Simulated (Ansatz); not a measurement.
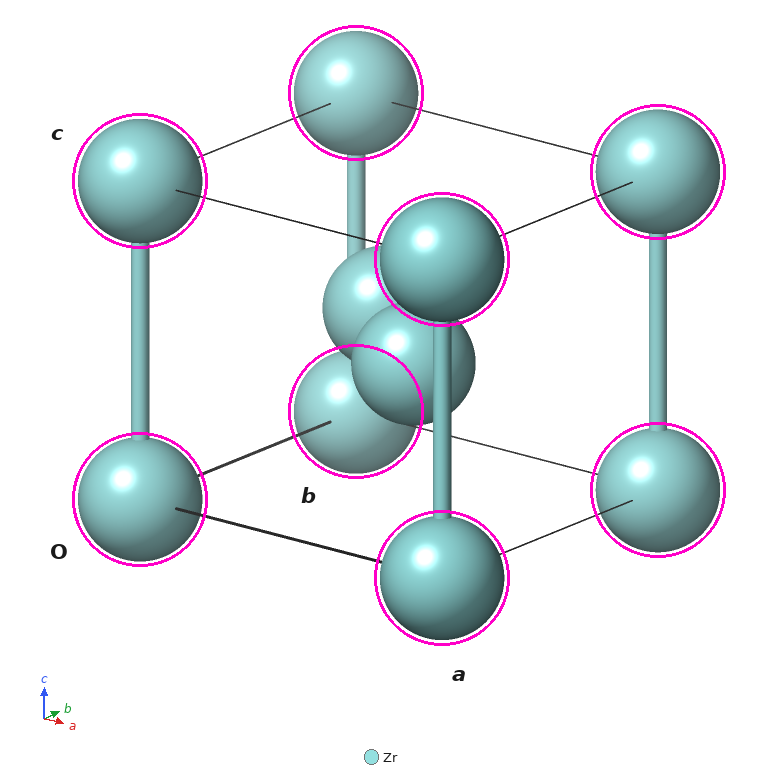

Crystal: Zr, the end point of a relaxation with Ansatz, DFT, revPBE, plane waves (420 eV) with PAW, scalar-relativistic; the starting structure was generated, so it need not be a known form of this composition. One unit cell; the ringed atoms, with their copies on corners, edges and faces, form one crystallographic orbit. Symmetry computed with spglib at a tolerance of 0.002 Å; standard conventional cell.

a = 5.077 Å, b = 5.077 Å, c = 3.162 Å, α = 90.00°, β = 90.00°, γ = 120.00°; space group P6/mmm (No. 191).

> Which Wyckoff position do the ringed atoms fill?

Zr on 1a, site symmetry 6/mmm: 24 operations a cell over 24 that keep the site give 1 atom, with 0 free parameters.

> List their coordinates.

(0, 0, 0).
